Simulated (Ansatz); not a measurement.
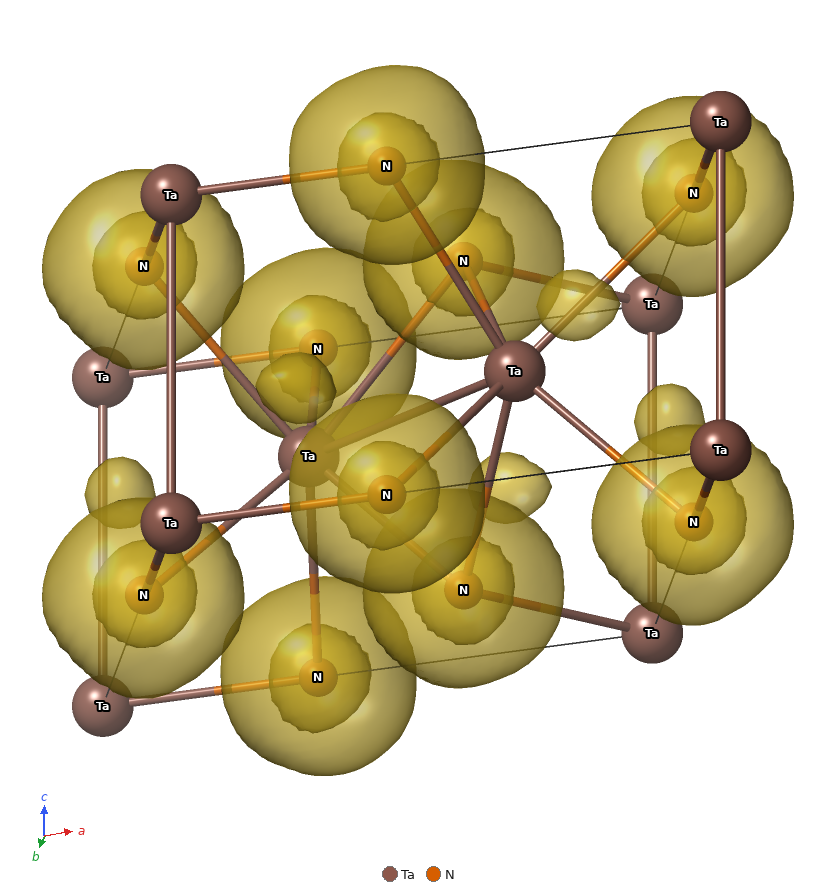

TaN. Isosurface of the ELF at 0.7 (yellow), seen at an oblique angle. Core shells and regions of very low density are left out. Sticks mark near contacts.

Space group P-62m; changed on purpose from its base cell (strain along c alone, the other axes held, atoms relaxed: +3.0 %); computed pressure about −9 GPa in this cell.

These are results of DFT r2SCAN, scalar-relativistic, plane waves, PAW (Ansatz), not measurements.

Question: What do the ELF domains correspond to?

Answer: At this value the surface marks out three regions wrapped around N (the valence shell of each) and three pockets between the atoms, centred on no nucleus (multi-centre or interstitial), counted in one cell of 6 atoms. Regions shared between cells count once.

Values along the shortest contacts:
Ta–N (2.04 Å): the ELF peaks at about 0.85 in the valence shell of N, 0.6 Å from its nucleus, and is about 0.30 at the midpoint. Ta–Ta (3.00 Å): the ELF is about 0.20 at the midpoint (no shared electron pair shows on this line).
